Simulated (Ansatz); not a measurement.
```
CELL_PARAMETERS angstrom
3.23487 0.00000 0.00000
-1.61743 2.80148 0.00000
0.00000 0.00000 5.21231
ATOMIC_POSITIONS crystal
Zn 0.66667 0.33333 0.50043
Zn 0.33333 0.66667 0.00043
O 0.66667 0.33333 0.87988
O 0.33333 0.66667 0.37988
```

Space group P6₃mc; a structure from a database of computed crystals, not necessarily the ambient phase.

Level of theory: DFT r2SCAN, scalar-relativistic, plane waves, PAW in Ansatz.

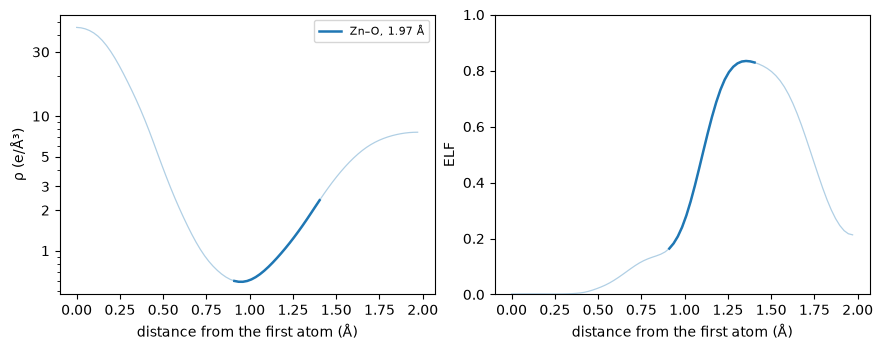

ZnO. Valence pseudo-density and ELF along straight lines between neighbouring atoms. Thin, pale parts lie inside the atomic spheres.

The density is the valence pseudo-density of a PAW calculation; it isn't the true density close to the nuclei.

Q: What can be read from the curves?

A: Zn–O (1.97 Å): ρ is about 0.6 e/Å³ halfway; the ELF peaks at about 0.85 in the valence shell of O, 0.6 Å from its nucleus, and is about 0.25 at the midpoint (no shared electron pair shows on this line).
